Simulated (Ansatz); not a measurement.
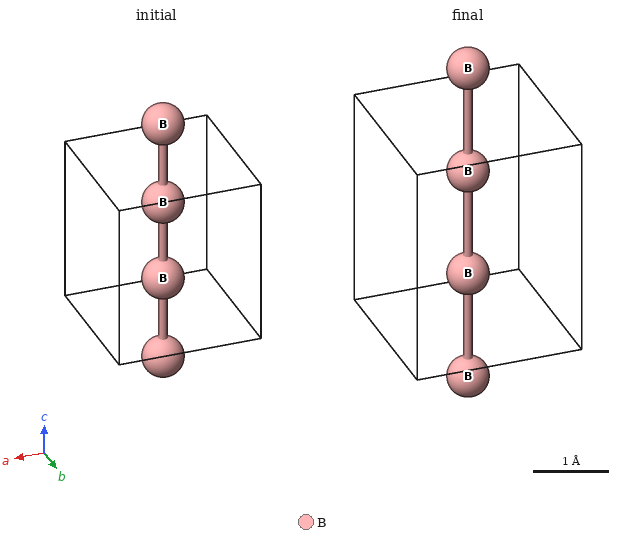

The structure of solid B (a generated structure, set up in P4/mmm) (coarse preliminary run) before (left) and after (right) a relaxation, at one scale.

A ball-and-stick model of the cell of the calculation, seen from a free direction.

All numbers below come from Ansatz 0.2.0, DFT PBE, scalar-relativistic, plane waves, PAW.

Input
```yaml
crystal:
  lattice:
    - [2.04443205, 0.0, 0.0]
    - [0.0, 2.04443205, 0.0]
    - [0.0, 0.0, 2.37655456]
  atoms:
    - { symbol: B, position: [0.5, 0.5, 0.74632084] }
    - { symbol: B, position: [0.5, 0.5, 0.25367916] }
basis:
  ecutwfc: 420
kpoints:
  mp_grid: { grid: [8, 8, 8] }
hamiltonian:
  xc: pbe
scf:
  occupations: { method: gaussian, width: 0.1 }
  lower_state_search: "off"
output:
  forces: true
  stress: true
  eigenvalues: true
relax:
  adjacent_minimum: "off"
  f_tol: 0.04
  max_steps: 70
  cell: { stress_tol: 0.4 }
```

Launched with:
```bash
ansatz run input.yaml --threads 1 --pin off --max-ram 2560MiB --backend cpu --events-out ev --progress --plain --runs-dir out
```

> What changed between the two?

The largest moves relative to the cell, 0.012 Å, are those of B1 and B2. B1 goes along +c. The drawn cell changes as follows: a = b 2.044 → 2.370 Å (+15.9 %), c 2.377 → 3.164 Å (+33.1 %); the volume changes by +78.8 %. Near-neighbour distances that change, for instance: B1–B2 1.171 → 1.582 Å, B1–B2 (another image) 1.206 → 1.582 Å, B1–B1 2.044 → 2.370 Å. The space group stays P4/mmm (No. 123). After 9 accepted moves (11 points after the start) the energy has fallen by 4052 meV per atom. Largest force component: 4.5 eV/Å at the start, under 0.0001 eV/Å at the end. The pressure goes from 359.45 to 0.02 GPa. The SCF was repeated twice at an unchanged geometry on a basis and grid sized afresh for the cell, which shifted the energy by 68.6 meV per atom at most. The run took 6.8 s on 1 thread of Arm Neoverse V2, with other jobs on the host, peak memory 0.26 GiB.

Limits of the set-up: the k-point mesh is coarse for a cell with partly filled bands.
